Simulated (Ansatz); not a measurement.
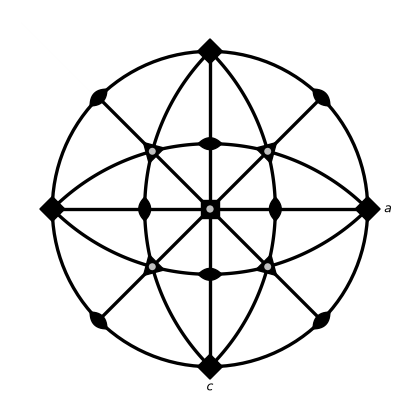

Stereographic projection: heavy lines are mirror planes (a heavy rim: a mirror in the plane of the page); lens, triangle, square and hexagon are 2-, 3-, 4- and 6-fold axes, a lens in an open square is −4, a triangle in an open hexagon −6; thin dashed diameters join the ends of axes that lie in the page; a small open circle marks inversion. The b axis points at the viewer. Computed from the symmetry operations of a computed or model structure of composition Co, which need not be its known form.

> Which point group is this?

m-3m (Oh), order 48, cubic system: three fourfold axes, four threefold axes, six twofold axes, nine mirror planes, an inversion centre.

> Can such a crystal be piezoelectric, pyroelectric or chiral?

It is centrosymmetric, so neither piezoelectric nor pyroelectric; it is not chiral.
